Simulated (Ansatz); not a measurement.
## Single-point calculation of WS2

System: WS2 (R3m, 3 atoms in the cell).
Method: DFT PBEsol+D3(BJ), scalar-relativistic, plane waves, PAW, no spin polarisation (Ansatz 0.2.0).

The structure derives from an entry of the Crystallography Open Database. It belongs to a series of runs on one base structure; here: ratio of the length along z to the lengths across it x 0.96, volume and fractional coordinates fixed. Figures and captions count atoms from 1; the log counts them from 0 in places.

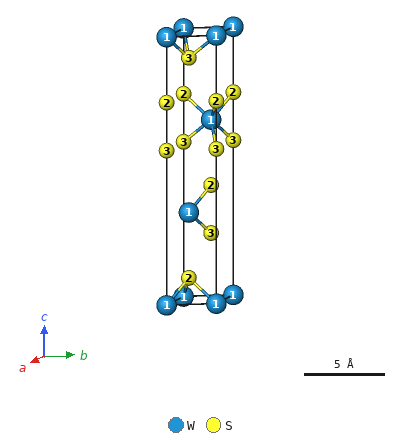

*The input geometry (ball-and-stick view of the cell 3 times as large as that of the calculation, set on its symmetry axes, seen slightly off an axis; atoms are numbered from 1 in the order of the input). An atom can appear more than once, as a periodic image.*

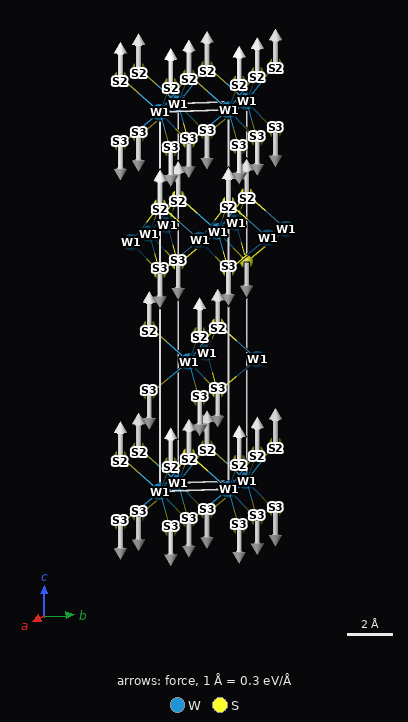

*Forces on the atoms as white arrows (ball-and-stick view of the cell 3 times as large as that of the calculation, set on its symmetry axes, seen slightly off an axis; neighbours outside the cell are drawn fainter; atoms are numbered from 1 in the order of the input); the smallest are left out.*

The largest act on S2, S3 (0.50 eV/Å). The geometry is not a stationary point of this energy.

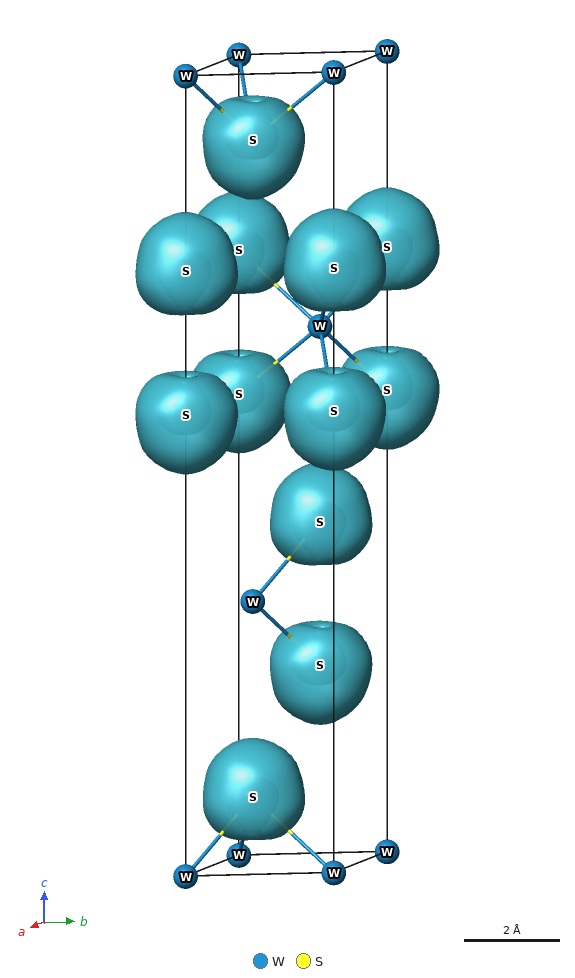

*Isosurface of the ELF at 0.7 (cyan), seen slightly off an axis. Only the valence region is drawn (cores and ρ < 0.01 e/Å³ removed). Sticks mark near contacts. The outline is the cell set on symmetry axes.*

Profiles from the grid: W–S (2.38 Å): the ELF is about 0.50 at the midpoint. The fields are those of the smooth PAW valence density.

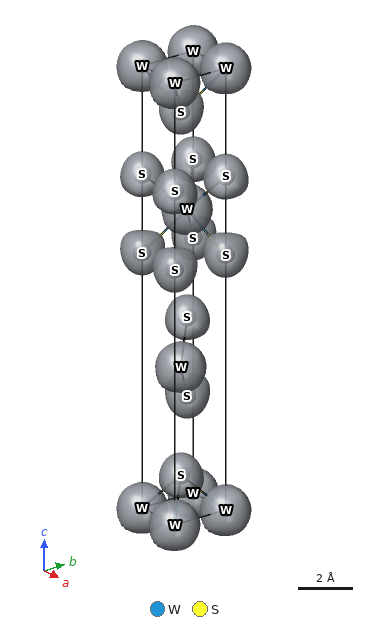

*Isosurface of the valence pseudo-density at 0.8 e/Å³ (grey), seen slightly off an axis. Sticks mark near contacts. The outline is the cell set on symmetry axes.*

At this value the density breaks into separate islands; it holds about 55 % of the electrons treated as valence (semicore included). It is pinched off along the W–S (2.38 Å) contacts. On the grid the lowest density along these lines, outside the cores, is 0.66 e/Å³ (W–S, 2.38 Å).

The input and output of the run follow.

### The input
```yaml
crystal:
  lattice:
    - [1.5815724761, 0.9131212948, 5.6845642714]
    - [-1.5815724761, 0.9131212948, 5.6845642714]
    - [0.0, -1.8262425896, 5.6845642714]
  atoms:
    - { symbol: W, position: [0.9993606434, 0.9993606434, 0.9993606434] }
    - { symbol: S, position: [0.7554860797, 0.7554860797, 0.7554860797] }
    - { symbol: S, position: [0.5764532769, 0.5764532769, 0.5764532769] }
basis:
  ecutwfc: 420
kpoints:
  mp_grid: { grid: [12, 12, 12] }
hamiltonian:
  xc: pbesol
  dispersion: d3bj
scf:
  occupations: { method: gaussian, width: 0.05 }
output:
  forces: true
  stress: true
  eigenvalues: true
  write_density: true
  write_potential: true
  elf: true
  volumetric_format: npy
```

Command:
```bash
ansatz run input.yaml --threads 1 --pin off --max-ram 2560MiB --backend cpu --events-out ev --progress --plain --runs-dir out
```

### What the program printed
```
basis.fft_grid_basis auto: the FFT boxes are laid along the combinations [[1, -1, 0], [0, 1, 0], [0, -1, 1]] of the cell's own vectors, 3.163, 5.971 and 3.163 Å long. The dense box has 24×40×24 points. Along the cell's own vectors, as sized, it would have 40×40×40, 2.78 times as many. Of the 6 symmetry operations that the crystal satisfies within crystal.symmetry.tolerance (time reversal apart; of a slab, those that keep its plane) the dense box along the cell's own vectors carries 6, and the one as laid loses 4 of those. basis.fft_grid_basis: typed keeps the cell's own vectors: state it where this run's energies or levels are differenced outside the engine with another run's, or held beside a run that keeps those vectors. Those combinations have planes normal to reciprocal vector 3, as the cell's own vectors have. Each planar average written beside output.write_density, output.write_potential has a row for each plane of the box: 24. The volumetric files lie along those combinations, not along the cell's own vectors: a cube or XSF file states them, and fields.json those of NumPy files.
Engine: ansatz 0.2.0, x86_64-unknown-linux-gnu
Pseudopotentials: kind: paw
Pseudopotential: W, paw, valence charge 14, recommended cutoff 420 eV (normal), W.paw.azcp
Pseudopotential: S, paw, valence charge 6, recommended cutoff 420 eV (normal), S.paw.azcp
Functional definition: PBEsol
  exchange = pbesol_x
  correlation = pbesol_c
Crystal: 3 atoms, lattice volume = 49.257 Å³
Basis set: ecut = 420 eV, 961 PW (Γ), FFT grids on a1−a2, a2, −a2+a3, exchange–correlation on 48×80×48 points (8 copies of the dense FFT grid, shifted against one another)
Bands: 17, of which v1, the nominal top of the filled ones, is band 13 counted from 1 (12 counted from 0)
Symmetry: 6 space group operations
Space group: R3m (ITA 160), of the structure as read, at distance tolerance 3.7e-5 Å
k-points: 189 of 1728 (time reversal used)
Non-local potential: W, projectors of the file, l = 0: 3, l = 1: 2, l = 2: 2, l = 3: 1
Non-local potential: S, projectors of the file, l = 0: 2, l = 1: 2, l = 2: 2
PAW form: soft (Blöchl's): semilocal exchange-correlation on the pseudo side does not see the compensation charge
PAW frozen core: W, regenerated for the run's functional, and the local potential with it (the file was generated under x = pbe(κ = 0.804, μ = 0.2195149727645171), c = pbe(β = 0.06672455060314922))
PAW frozen core: S, regenerated for the run's functional, and the local potential with it (the file was generated under x = pbe(κ = 0.804, μ = 0.2195149727645171), c = pbe(β = 0.06672455060314922))
PAW one-centre angular grid: W, 590 points (default); XC on 64 Gauss nodes
PAW one-centre angular grid: S, 110 points (default); XC on 64 Gauss nodes
Initial density: superposition of atomic densities (neutral atoms: chi_scale 0, normalization atom), corrected by the library's trained network
Initial wavefunctions: pseudopotential atomic-orbital guess
Functional: x = pbesol(κ = 0.804, μ = 0.12345679012345678), c = pbesol(β = 0.046)
SCF iter   1: F=—  HF=-12030.243402 eV  |F-HF|=—  |Δ(HF+E_count)|=         —  Δρ=7.48e-3  dr2=2.73e-2  ethr=1.77e-3  ⟨swp⟩=5.7  Hψ=18253  notcnv=0
preconditioner: auto → none  [insulator: Δε(μ)=0.542 eV  Ē_g=8.999 eV  σ=0.050 eV  W_gap=1.00  n_scr=16 (ndim 8)  ℏωp=22.4 eV  f_vac=0.004  D(μ)=0.00/eV (n_scr^D=0)  ε∞_Penn≈7.2]
SCF iter   2: F=—  HF=-12030.241178 eV  |F-HF|=—  |Δ(HF+E_count)|=   2.22e-3  Δρ=3.59e-3  dr2=7.93e-3  ethr=1.05e-4  ⟨swp⟩=2.7  Hψ=6315  notcnv=0
SCF iter   3: F=—  HF=-12030.241547 eV  |F-HF|=—  |Δ(HF+E_count)|=   3.70e-4  Δρ=1.08e-3  dr2=8.16e-4  ethr=3.05e-5  ⟨swp⟩=2.0  Hψ=4229  notcnv=0
SCF iter   4: F=—  HF=-12030.241418 eV  |F-HF|=—  |Δ(HF+E_count)|=   1.29e-4  Δρ=2.79e-4  dr2=1.42e-5  ethr=3.14e-6  ⟨swp⟩=2.0  Hψ=4597  notcnv=0
SCF iter   5: F=—  HF=-12030.241424 eV  |F-HF|=—  |Δ(HF+E_count)|=   5.76e-6  Δρ=3.07e-5  dr2=7.78e-7  ethr=5.46e-8  ⟨swp⟩=2.0  Hψ=4750  notcnv=0
SCF iter   6: F=-12030.241424 eV  HF=-12030.241424 eV  |F-HF|=8.57e-10  |Δ(HF+E_count)|=   5.92e-9  Δρ=6.89e-6  dr2=1.54e-8  ethr=3.85e-10  ⟨swp⟩=11.2  Hψ=24939  notcnv=0
SCF 1 converged in 6 iterations: F = -12030.241424 eV  dr2 = 1.54e-8
  greatest PAW one-centre occupation: 1.000 electrons in one spin orbital (limit 2), on the W atom at site 0 (counted from 0), in its partial waves of l = 0
SCF converged after 6 iterations
Free energy (F): -12030.241424 eV
Harris-Foulkes:  -12030.241424 eV  (|F-HF|=8.57e-10)
Internal energy: -12030.241424 eV  (E = F + TS)
E sigma→0 (E₀):  -12030.241424 eV
Fermi energy:    13.760445 eV
--- Per-component energies (eV) ---
  E_band       = -155.517880
  E_kinetic    = 669.600248
  E_local      = -1496.483993  (includes V_loc(G=0)·N_el)
  E_nonlocal   = 60.603208
  E_hartree    = 582.461267
  E_xc         = -459.886520
  E_vxc        = -416.566302  (∫ρ·V_xc dr)
  E_paw        = -9604.695531  (= ΣΔE_a)
  E_vpaw       = -137.590532  (= ΣTr[D̂ρ^β])
  E_aug_tail   = -0.000066  (compensation charges beyond the density's cutoff)
  E_ewald      = -1780.930010
  E_disp       = -1.255718  (pairwise vdW)
  E_core_change = 0.345691  (= ΣΔE_core)
  E_smearing   = -0.000000  (= −TS)
  E_closure    = 0.000000  (closes the sum)
  Σ components = -12030.241424   (vs F -12030.241424, Δ=0.00e0)
--- Forces (eV/Å), atoms counted from 1 ---
  atom   1  W      0.00000000    -0.00000000     0.00310862
  atom   2  S      0.00000000     0.00000000     0.49891364
  atom   3  S     -0.00000000    -0.00000000    -0.50202561
  max |Σ_I F_I| component: 3.35e-6 eV/Å
--- Stress (GPa, compression-positive) ---
       -2.147402       0.000000      -0.000000
        0.000000      -2.147402       0.000000
       -0.000000      -0.000000       6.146322
  P = ⅓ Tr σ = 0.6172 GPa (6.172 kbar)
--- Band table (eV; the first three rows and the last of 189) ---
  k-point 0: bands = ["-61.4859", "-25.8072", "-25.6379", "-25.6379", "-2.9762", "-0.4383", "4.8563", "9.2228", "9.2228", "10.4775", "10.4775", "11.8717", "12.3654", "15.0971", "15.0971", "15.7062", "15.7062"]
  k-point 1: bands = ["-61.4846", "-25.8026", "-25.6633", "-25.6437", "-2.8532", "-0.4181", "5.0058", "8.9286", "9.3451", "10.1597", "10.2851", "11.8324", "12.3567", "15.1057", "15.3000", "15.3537", "15.6259"]
  k-point 2: bands = ["-61.4812", "-25.7898", "-25.7323", "-25.6597", "-2.5015", "-0.3591", "5.4097", "8.2479", "9.4494", "9.6830", "9.8433", "11.7078", "12.0187", "14.7072", "15.3467", "15.4742", "15.8495"]
  k-point 188: bands = ["-61.4859", "-25.8074", "-25.6378", "-25.6378", "-2.4886", "-1.3717", "6.6559", "8.8955", "9.1779", "9.1779", "10.5686", "10.5686", "13.4879", "15.2630", "15.2630", "15.4230", "15.4230"]
```

### Results in brief

| quantity | value |
| --- | --- |
| outcome | converged |
| space group (tolerance 0.01 Å) | R3m (160) |
| electrons treated | 26 |
| free energy | −12030.2414 eV |
| Fermi energy | 13.760 eV |
| gap on the k-point mesh | 0.56 eV |
| pressure | 0.62 GPa |
| largest force (length of the vector) | 0.502 eV/Å |
| hardware | 1 thread of AMD EPYC (Zen 3), 192 GiB of memory available, shared host |
| wall time | 21 s |
| peak memory | 0.47 GiB |

### Remarks

Spin–orbit coupling is left out, which matters for W.
